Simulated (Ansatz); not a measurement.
Band-structure calculation, with input and output: PbI₂

The run: band-structure calculation of PbI₂ (P-3m1, 3 atoms in the cell). Method and program: DFT, PBE, PAW with Ansatz's default frozen-core files, scalar-relativistic, no spin polarisation (Ansatz 0.2.0).

It belongs to a series of runs on one base structure; here: PAW files in place of LAPW. Figures and captions count atoms from 1; the log counts them from 0 in places.

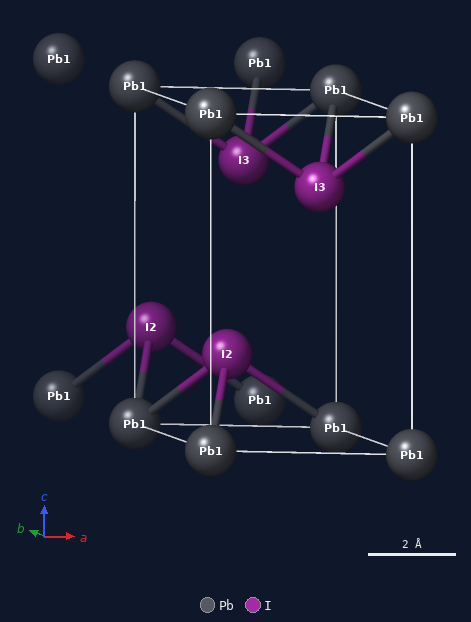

The structure (ball-and-stick view of the cell of the calculation, repeated 1 × 2 × 1, seen slightly off an axis; atoms are numbered from 1 in the order of the input).

## Results in brief

| quantity | value |
| --- | --- |
| outcome | converged |
| space group (tolerance 0.01 Å) | P-3m1 (164) |
| electrons treated | 48 |
| free energy | −26934.2517 eV |
| Fermi energy | 4.345 eV |
| gap on the k-point mesh | 2.44 eV |
| pressure | −0.01 GPa |
| field gradient V_zz (10²¹ V/m²) | Pb 2.13, I −0.99, I −0.99 |
| largest force (length of the vector) | 0.001 eV/Å |
| hardware | 1 thread of an Arm (aarch64) CPU, shared host |
| wall time | 50 s |
| peak memory | 0.62 GiB |

## Remarks

Warnings of the run: the field gradients leave out spin–orbit coupling. Spin–orbit coupling is left out, which matters for Pb.

## Input
```yaml
crystal:
  lattice:
    - [4.6772877255, 0.0, 0.0]
    - [-2.3386438628, 4.0506499911, 0.0]
    - [0.0, 0.0, 7.849638203]
  atoms:
    - { symbol: Pb, position: [0.0, 0.0, 0.0] }
    - { symbol: I, position: [0.3333333333, 0.6666666667, 0.236617703] }
    - { symbol: I, position: [0.6666666667, 0.3333333333, 0.763382297] }
kpoints:
  mp_grid: { grid: [11, 11, 6] }
  band_path:
    path:
      - [0.0, 0.0, 0.0]
      - [0.5, 0.0, 0.0]
      - [0.3333333333, 0.3333333333, 0.0]
      - [0.0, 0.0, 0.0]
      - [0.0, 0.0, 0.5]
      - [0.5, 0.0, 0.5]
      - [0.3333333333, 0.3333333333, 0.5]
      - [0.0, 0.0, 0.5]
      - [0.5, 0.0, 0.5]
    npoints: 14
scf:
  occupations: { method: fermi_dirac, width: 0.03 }
hamiltonian:
  xc: pbe
  pseudopotentials: { kind: paw }
output:
  forces: true
  stress: true
  eigenvalues: true
  efg: { contact_densities: true }
  populations: true
  bader: true
  dos: { projected: true, de: 0.2, e_range: [-14, 8] }
  write_density: true
  write_potential: true
  elf: true
  volumetric_format: npy
```

Command:
```bash
ansatz run input.yaml --threads 1 --pin off --max-ram 3072MiB --backend cpu --events-out ev --progress --plain --runs-dir out
```

## Output
```
I, Pb: output.efg is read without spin–orbit coupling, which moves field gradients at and beside such atoms by some per cent and up to a factor of two; PAW files take it under magnetization.noncollinear and magnetization.spin_orbit
Engine: ansatz 0.2.0, aarch64-unknown-linux-gnu
Pseudopotentials: kind: paw
Pseudopotential: Pb, paw, valence charge 14, recommended cutoff 420 eV (normal), Pb.paw.azcp
Pseudopotential: I, paw, valence charge 17, recommended cutoff 420 eV (normal), I.paw.azcp
Functional definition: PBE
  parameter kappa = 0.804
  parameter beta = 0.06672455060314922
  exchange = pbe_x(kappa = kappa, mu = beta*pi^2/3)
  correlation = pbe_c(beta = beta)
Crystal: 3 atoms, lattice volume = 148.720 Å³
Basis set: ecut = 420 eV, 2949 PW (Γ), exchange–correlation on 64×64×108 points (8 copies of the dense FFT grid, shifted against one another)
Bands: 29, of which v1, the nominal top of the filled ones, is band 24 counted from 1 (23 counted from 0)
Symmetry: 12 space group operations
Space group: P-3m1 (ITA 164), of the structure as read, at distance tolerance 5.3e-5 Å
k-points: 84 of 726
Non-local potential: Pb, projectors of the file, l = 0: 2, l = 1: 2, l = 2: 2, l = 3: 2
Non-local potential: I, projectors of the file, l = 0: 2, l = 1: 2, l = 2: 2, l = 3: 2
PAW form: soft (Blöchl's): semilocal exchange-correlation on the pseudo side does not see the compensation charge
PAW one-centre angular grid: Pb, 590 points (default); XC on 64 Gauss nodes
PAW one-centre angular grid: I, 590 points (default); XC on 64 Gauss nodes
Initial density: superposition of atomic densities (neutral atoms: chi_scale 0, normalization atom), corrected by the library's trained network
Initial wavefunctions: pseudopotential atomic-orbital guess
Functional: x = pbe(κ = 0.804, μ = 0.2195149727645171), c = pbe(β = 0.06672455060314922)
SCF iter   1: F=—  HF=-26934.253236 eV  |F-HF|=—  |Δ(HF+E_count)|=         —  Δρ=6.43e-4  dr2=5.92e-4  ethr=1.77e-3  ⟨swp⟩=9.2  Hψ=12499  notcnv=0
preconditioner: auto → Resta (q_TF=auto, 2.260 Å⁻¹)  ε∞=2.5  [insulator: Δε(μ)=2.431 eV  Ē_g=13.272 eV  σ=0.030 eV  W_gap=1.00  n_scr=34 (ndim 8)  ℏωp=16.1 eV  f_vac=0.233  D(μ)=0.00/eV (n_scr^D=0)  ε∞_Penn≈2.5]
SCF iter   2: F=—  HF=-26934.251605 eV  |F-HF|=—  |Δ(HF+E_count)|=   1.63e-3  Δρ=4.65e-4  dr2=3.17e-4  ethr=1.23e-6  ⟨swp⟩=3.1  Hψ=6185  notcnv=0  defer=84
SCF iter   3: F=—  HF=-26934.251623 eV  |F-HF|=—  |Δ(HF+E_count)|=   1.86e-5  Δρ=2.27e-4  dr2=4.78e-5  ethr=6.61e-7  ⟨swp⟩=3.0  Hψ=4368  notcnv=0  defer=84
SCF iter   4: F=—  HF=-26934.251698 eV  |F-HF|=—  |Δ(HF+E_count)|=   7.43e-5  Δρ=5.48e-5  dr2=5.20e-6  ethr=9.96e-8  ⟨swp⟩=2.0  Hψ=3596  notcnv=0  defer=84
SCF iter   5: F=—  HF=-26934.251713 eV  |F-HF|=—  |Δ(HF+E_count)|=   1.54e-5  Δρ=2.92e-5  dr2=1.46e-6  ethr=1.08e-8  ⟨swp⟩=2.0  Hψ=3108  notcnv=0  defer=84
SCF iter   6: F=-26934.251714 eV  HF=-26934.251714 eV  |F-HF|=4.58e-8  |Δ(HF+E_count)|=   6.68e-7  Δρ=4.83e-6  dr2=3.28e-8  ethr=2.08e-10  ⟨swp⟩=13.6  Hψ=19954  notcnv=0
SCF 1 converged in 6 iterations: F = -26934.251714 eV  dr2 = 3.28e-8
  greatest PAW one-centre occupation: 0.999 electrons in one spin orbital (limit 2), on the I atom at site 2 (counted from 0), in its partial waves of l = 2
```

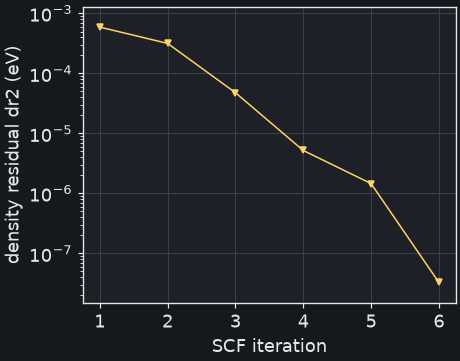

Convergence of the self-consistent field: density residual dr2 against the SCF iteration. The residual falls at every step.

```
NSCF: frozen V_eff on 113 k-points
SCF converged after 6 iterations
Free energy (F): -26934.251714 eV
Harris-Foulkes:  -26934.251714 eV  (|F-HF|=4.58e-8)
Internal energy: -26934.251714 eV  (E = F + TS)
E sigma→0 (E₀):  -26934.251714 eV
Fermi energy:    4.345178 eV
--- Per-component energies (eV) ---
  E_band       = -953.790960
  E_kinetic    = 662.258135
  E_local      = -6314.982021  (includes V_loc(G=0)·N_el)
  E_nonlocal   = 168.043946
  E_hartree    = 3040.815957
  E_xc         = -476.215817
  E_vxc        = -388.313150  (∫ρ·V_xc dr)
  E_paw        = -20034.927544  (= ΣΔE_a)
  E_vpaw       = -1162.423808  (= ΣTr[D̂ρ^β])
  E_aug_tail   = 0.000065  (compensation charges beyond the density's cutoff)
  E_ewald      = -3979.244435
  E_smearing   = -0.000000  (= −TS)
  E_closure    = 0.000000  (closes the sum)
  Σ components = -26934.251714   (vs F -26934.251714, Δ=0.00e0)
--- Forces (eV/Å), atoms counted from 1 ---
  atom   1  Pb     0.00000000     0.00000000     0.00000000
  atom   2  I     -0.00000000     0.00000000     0.00069590
  atom   3  I     -0.00000000    -0.00000000    -0.00069590
  max |Σ_I F_I| component: 6.94e-18 eV/Å
--- Stress (GPa, compression-positive) ---
       -0.013439      -0.000000       0.000000
       -0.000000      -0.013439      -0.000000
        0.000000      -0.000000       0.001862
  P = ⅓ Tr σ = -0.0083 GPa (-0.083 kbar)
--- PAW observables at the nuclei: V_zz in 10²¹ V/m², potentials from the cell's mean, atoms counted from 1 ---
  atom   1  Pb V_zz =    +2.130689   η = 0.0000   by run symmetry: allowed
            electrostatic potential = -17472.401853 V   contact ρ = 16532764.960493 e/Å³
  atom   2  I  V_zz =    -0.987358   η = 0.0000   by run symmetry: allowed
            electrostatic potential = -8885.593540 V   contact ρ = 1603933.760650 e/Å³
  atom   3  I  V_zz =    -0.987358   η = 0.0000   by run symmetry: allowed
            electrostatic potential = -8885.593540 V   contact ρ = 1603933.760650 e/Å³
--- Band table (eV; the first three rows and the last of 84) ---
  k-point 0: bands = ["-40.4476", "-40.4476", "-40.4476", "-40.4476", "-40.4450", "-40.4450", "-40.4449", "-40.4449", "-40.4435", "-40.4434", "-12.8440", "-12.8440", "-12.8380", "-12.8301", "-12.8301", "-8.5445", "-8.0279", "-3.4580", "2.3311", "2.3311", "2.4293", "2.4628", "2.5229", "2.5229", "5.6357", "6.5284", "6.5284", "9.1158", "10.7283"]
  k-point 1: bands = ["-40.4476", "-40.4476", "-40.4476", "-40.4476", "-40.4450", "-40.4450", "-40.4449", "-40.4449", "-40.4435", "-40.4434", "-12.8440", "-12.8440", "-12.8380", "-12.8301", "-12.8301", "-8.5365", "-8.0390", "-3.4470", "2.1939", "2.3228", "2.3228", "2.5336", "2.5336", "2.6974", "5.6032", "6.5160", "6.5160", "9.2659", "10.6096"]
  k-point 2: bands = ["-40.4476", "-40.4476", "-40.4476", "-40.4476", "-40.4450", "-40.4450", "-40.4449", "-40.4449", "-40.4435", "-40.4434", "-12.8440", "-12.8440", "-12.8380", "-12.8301", "-12.8301", "-8.5194", "-8.0622", "-3.4248", "2.0072", "2.3083", "2.3083", "2.5528", "2.5528", "2.8831", "5.5398", "6.4912", "6.4912", "9.6486", "10.4099"]
  k-point 83: bands = ["-40.4475", "-40.4475", "-40.4475", "-40.4475", "-40.4450", "-40.4449", "-40.4449", "-40.4449", "-40.4434", "-40.4434", "-12.8623", "-12.8538", "-12.8297", "-12.8270", "-12.8250", "-7.9364", "-7.8992", "-4.0472", "0.6979", "0.8235", "1.1307", "2.4018", "2.4558", "3.0332", "6.8377", "6.8769", "7.4342", "10.3411", "10.3998"]
--- Löwdin populations: 3 sites ---
  site symbol       q [e]
     0     Pb     13.5637
     1      I     17.1804
     2      I     17.1804
  spilling = 0.001572 (of n_electrons = 48.000000)
--- Bader charges: 3 sites ---
  site symbol  charge [e]  shift [e]
     0     Pb      0.9517     0.0000
     1      I     -0.4758     0.0000
     2      I     -0.4758     0.0000
  estimated error of the sums over rays = 3.6e-4 e
```

## File bader_charges.tsv
```
# site	symbol	x_ang	y_ang	z_ang	partial_charge_e	electrons	volume_ang3	relative_density_drop	shared_charge_e	partial_wave_shift_e
# quadrature_error_electrons = 3.6e-4
0	Pb	0.0000	0.0000	0.0000	0.95169	81.04831	28.32	-	0.95169	0.00000
1	I	0.0000	2.7004	1.8574	-0.47584	53.47584	54.15	-	-0.47584	0.00000
2	I	2.3386	1.3502	5.9923	-0.47584	53.47584	54.15	-	-0.47584	0.00000
```

## File dos.tsv
```
# E-E_F[eV]	g_bin_mean(E)[states/eV]	N(E)
# format = ansatz-dos/2
# fermi_ev = 4.345178
# fermi_mp_grid = 11 11 6
# fermi_mp_shift = 0 0 0
# g_bin_mean(E): the states in a bin one row spacing wide, centred on E, divided by that spacing. States that the method places at a single energy (under output.dos.method: tetrahedron, those of a tetrahedron whose four corners have one energy) are counted whole in the row whose bin holds that energy (on the edge of two bins, in the lower row). The sum of g_bin_mean over a run of rows, times the row spacing, is the number of states from half a spacing under the first of them to half a spacing over the last (a plain sum, not the trapezoid rule).
-14.000000	0.000000e0	3.000000e1
-13.800000	0.000000e0	3.000000e1
-13.600000	0.000000e0	3.000000e1
-13.400000	0.000000e0	3.000000e1
-13.200000	0.000000e0	3.000000e1
-13.000000	0.000000e0	3.000000e1
-12.800000	1.735786e0	3.012850e1
-12.600000	2.796476e0	3.059905e1
-12.400000	7.348727e0	3.135331e1
-12.200000	8.119012e0	3.400000e1
-12.000000	0.000000e0	3.400000e1
-11.800000	0.000000e0	3.400000e1
-11.600000	0.000000e0	3.400000e1
-11.400000	0.000000e0	3.400000e1
-11.200000	0.000000e0	3.400000e1
-11.000000	0.000000e0	3.400000e1
-10.800000	0.000000e0	3.400000e1
-10.600000	0.000000e0	3.400000e1
-10.400000	0.000000e0	3.400000e1
-10.200000	0.000000e0	3.400000e1
-10.000000	0.000000e0	3.400000e1
-9.800000	0.000000e0	3.400000e1
-9.600000	0.000000e0	3.400000e1
-9.400000	0.000000e0	3.400000e1
-9.200000	0.000000e0	3.400000e1
-9.000000	0.000000e0	3.400000e1
-8.800000	0.000000e0	3.400000e1
-8.600000	0.000000e0	3.400000e1
-8.400000	3.449471e0	3.400000e1
-8.200000	3.475928e0	3.510700e1
-8.000000	2.085322e0	3.560877e1
-7.800000	9.892787e-1	3.597923e1
-7.600000	0.000000e0	3.600000e1
-7.400000	0.000000e0	3.600000e1
-7.200000	0.000000e0	3.600000e1
-7.000000	0.000000e0	3.600000e1
-6.800000	0.000000e0	3.600000e1
-6.600000	0.000000e0	3.600000e1
-6.400000	0.000000e0	3.600000e1
-6.200000	0.000000e0	3.600000e1
-6.000000	0.000000e0	3.600000e1
-5.800000	0.000000e0	3.600000e1
-5.600000	0.000000e0	3.600000e1
-5.400000	0.000000e0	3.600000e1
-5.200000	0.000000e0	3.600000e1
-5.000000	0.000000e0	3.600000e1
-4.800000	0.000000e0	3.600000e1
-4.600000	0.000000e0	3.600000e1
-4.400000	0.000000e0	3.600000e1
-4.200000	0.000000e0	3.600000e1
-4.000000	2.070908e-2	3.600000e1
-3.800000	2.293672e0	3.616264e1
-3.600000	3.502429e0	3.684149e1
-3.400000	2.698461e0	3.742566e1
-3.200000	3.214189e0	3.799583e1
-3.000000	4.925611e0	3.874466e1
-2.800000	5.672324e0	3.995722e1
-2.600000	3.260948e0	4.082638e1
-2.400000	2.613707e0	4.139206e1
-2.200000	4.767875e0	4.195903e1
-2.000000	9.499079e0	4.348885e1
-1.800000	7.901555e0	4.568212e1
-1.600000	2.457500e0	4.626185e1
-1.400000	6.803858e0	4.714732e1
-1.200000	3.680832e-1	4.800000e1
-1.000000	0.000000e0	4.800000e1
-0.800000	0.000000e0	4.800000e1
-0.600000	0.000000e0	4.800000e1
-0.400000	0.000000e0	4.800000e1
-0.200000	0.000000e0	4.800000e1
0.000000	0.000000e0	4.800000e1
0.200000	0.000000e0	4.800000e1
0.400000	0.000000e0	4.800000e1
0.600000	0.000000e0	4.800000e1
0.800000	0.000000e0	4.800000e1
1.000000	0.000000e0	4.800000e1
1.200000	3.288964e-2	4.800015e1
1.400000	3.079338e-1	4.803066e1
1.600000	5.312836e-1	4.811374e1
1.800000	1.296678e0	4.827768e1
2.000000	2.691668e0	4.865792e1
2.200000	4.012301e0	4.940242e1
2.400000	4.012983e0	5.016153e1
2.600000	5.146051e0	5.098612e1
2.800000	6.265793e0	5.241915e1
3.000000	3.541397e0	5.322442e1
3.200000	2.141677e0	5.384601e1
3.400000	1.934504e-2	5.400000e1
3.600000	0.000000e0	5.400000e1
3.800000	0.000000e0	5.400000e1
4.000000	0.000000e0	5.400000e1
4.200000	0.000000e0	5.400000e1
4.400000	1.117429e-2	5.400000e1
4.600000	7.360510e-1	5.404888e1
4.800000	1.708568e0	5.430674e1
5.000000	2.143064e0	5.468853e1
5.200000	3.130333e0	5.524270e1
5.400000	1.781822e0	5.578290e1
5.600000	9.151565e-1	5.595805e1
5.800000	2.753856e0	5.633642e1
6.000000	2.837877e0	5.693859e1
6.200000	2.203125e0	5.746300e1
6.400000	1.337706e0	5.778737e1
6.600000	4.412668e-1	5.798408e1
6.800000	0.000000e0	5.800000e1
7.000000	0.000000e0	5.800000e1
7.200000	0.000000e0	5.800000e1
7.400000	0.000000e0	5.800000e1
7.600000	0.000000e0	5.800000e1
7.800000	0.000000e0	5.800000e1
8.000000	0.000000e0	5.800000e1
```

## File populations.tsv
```
# site	symbol	l	j	q
# orbitals = lowdin
# n_electrons = 48.000000
# spilling = 0.001572
0	Pb	0_6S	-	1.993640
0	Pb	1_6P	-	1.570575
0	Pb	2_5D	-	9.999512
1	I	0_5S	-	1.929634
1	I	1_5P	-	5.251277
1	I	2_4D	-	9.999500
2	I	0_5S	-	1.929634
2	I	1_5P	-	5.251277
2	I	2_4D	-	9.999500
```

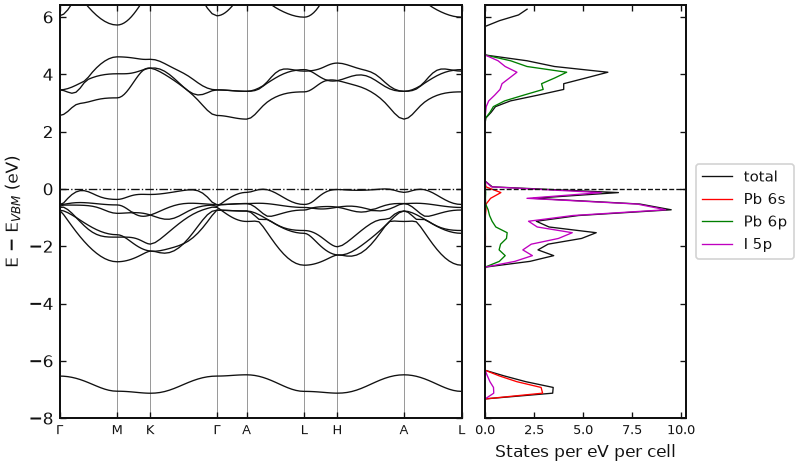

Band structure along Γ–M–K–Γ–A–L–H–A–L and density of states (projected on Löwdin-orthogonalised atomic shells), with energies from the valence-band top. There is a gap of 2.44 eV on this path, indirect, from between H and A to A.

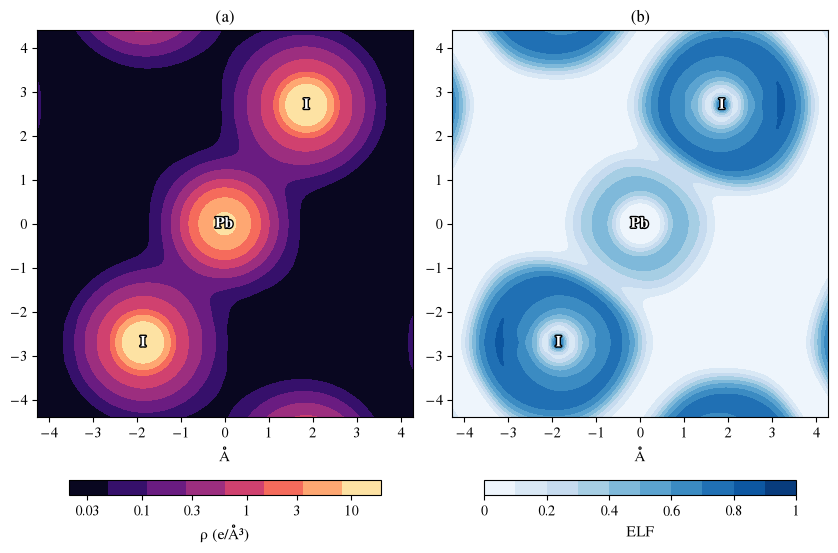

(a) valence pseudo-density; (b) electron localisation function on the (110) plane of the conventional cell. The section cuts through Pb and I sites. Pb–I (3.28 Å): ρ is about 0.19 e/Å³ halfway; the ELF peaks at about 0.75 in the valence shell of I, 1.2 Å from its nucleus, and drops to about 0.25 between the two atoms. The density dies away to nearly zero in the voids. Core electrons are frozen (PAW), so the fields are smoothed inside the atomic spheres.

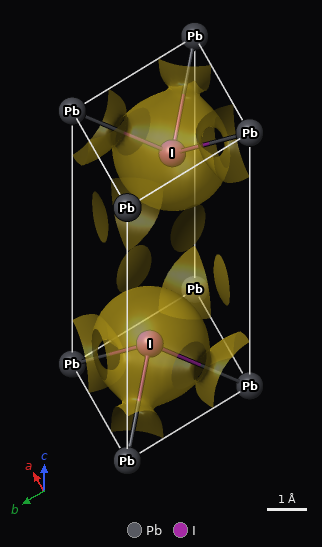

Isosurface of the valence pseudo-density at 0.15 e/Å³ (yellow), seen at an oblique angle. Sticks mark near contacts. The outline is the cell set on symmetry axes. At this value the density is joined into sheets; it holds about 90 % of the electrons treated as valence (semicore included). On the grid the lowest density along these lines, outside the cores, is 0.18 e/Å³ (Pb–I, 3.28 Å).
